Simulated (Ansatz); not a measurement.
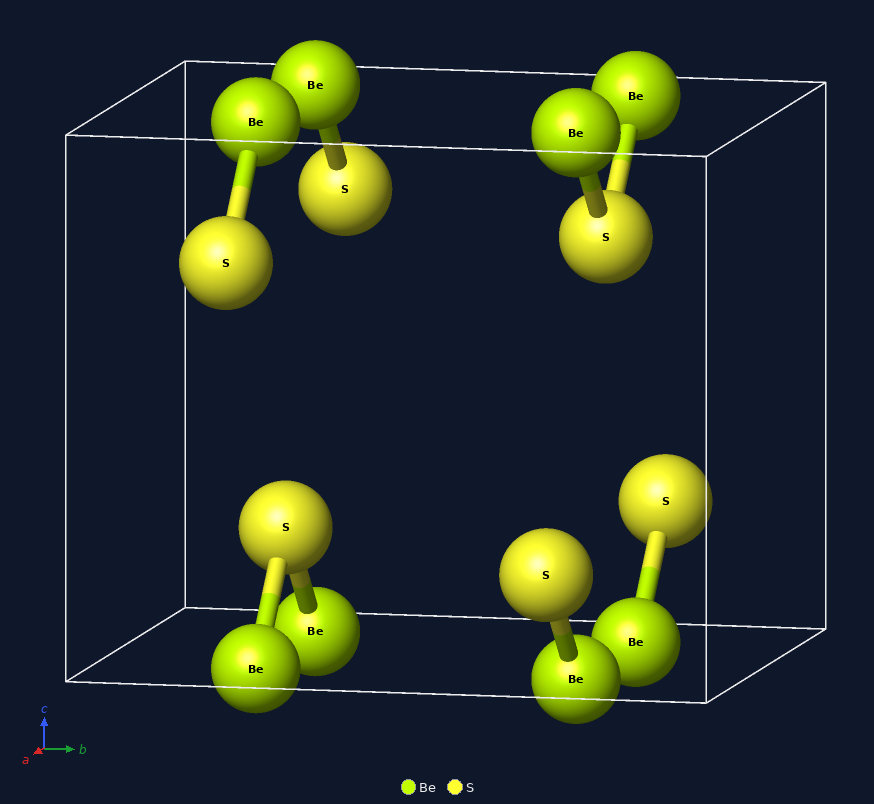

The crystal in a ball-and-stick representation, seen slightly off an axis. The outline marks the conventional unit cell. Cell: a = 5.54 Å, b = 6.90 Å, c = 5.80 Å, α = 90.00°, β = 90.00°, γ = 90.00°.

It goes back to a structure type filled with these elements by a generator (whether the compound takes this form wasn't checked). Earlier steps of the study may have refined or changed the cell and positions. It went into a calculation with Ansatz.

**Summary of the structure:**

The solid is BeS. Space group Cmme (No. 67), lattice base-centred orthorhombic. It has 8 atoms to the cell (4 Be, 4 S). Each Be atom has two S in a linear arrangement at about 1.9 Å around it. The S atoms are each bonded to two Be in a bent arrangement at about 1.9 Å. The bonds build BeS chains along [100].

Electronic-structure method: DFT PBE, scalar-relativistic, plane waves, PAW in Ansatz. Parameters: plane-wave cutoff 420 eV, k-points about 0.24 Å⁻¹ apart, Gaussian smearing of 0.02 eV, no spin polarisation.

**Is the electronic structure metallic or gapped?**

An insulator at this level, with a gap of 3.02 eV, indirect.

**List the Bader charges.**

Be +1.62 e; S -1.62 e.

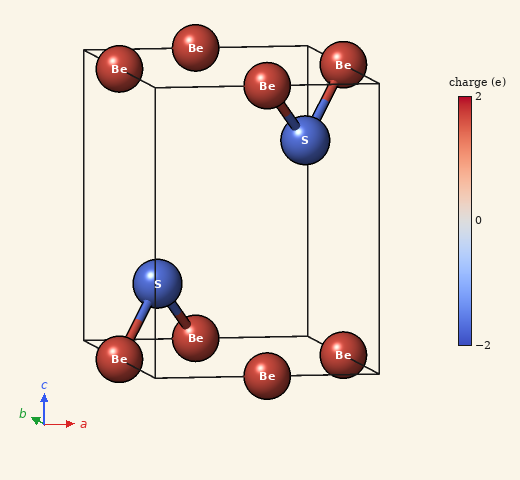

The atoms coloured by those charges. The run's cell of 4 atoms is drawn, so axes and origin can differ from the first picture.

**Has the structure come to rest?**

Yes. All forces vanish to within 0.01 eV/Å. The pressure is 0.0 GPa, close to zero.
